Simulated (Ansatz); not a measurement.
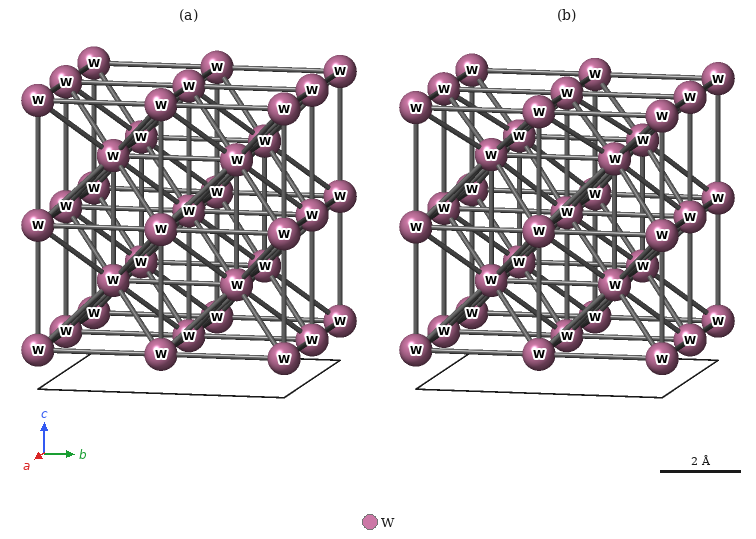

The structure of a slab of composition W (cut from the Im-3m phase) before (left) and after (right) a constrained relaxation, at one scale.

The picture is a ball-and-stick view of the cell of the calculation, outlined in the plane, without the vacuum (origin shifted), seen slightly off an axis.

Case: clean slab, lower planes held. The slab is the (1 0 0) face of W. 8 atoms are held fixed.

Computed with DFT PBE, scalar-relativistic, plane waves, PAW (Ansatz). Settings: plane-wave cutoff 420 eV; k-point mesh 3 × 3 × 1; occupations gaussian; smearing width 0.1 eV; no spin polarisation; dipole correction; atoms relaxed in a fixed cell; force threshold 0.03 eV/Å; at most 70 steps.

> Describe what moved and what it gained.

The largest moves, 0.18 Å, are those of W atoms. The cell doesn't change. Some distances before and after: W–W 3.184 → 3.045 Å, W–W 2.757 → 2.643 Å, W–W 3.184 → 3.140 Å, W–W 2.757 → 2.797 Å. Over 4 accepted moves (5 points after the start) the energy falls by 0.679 eV per cell of the calculation. Largest force component: 1.6 eV/Å at the start, 0.018 eV/Å at the end. 1 step only repeated the SCF at the same geometry. Cost: 84 s on 4 threads of Arm Neoverse V2, with other jobs on the host, peak memory 2 GiB.
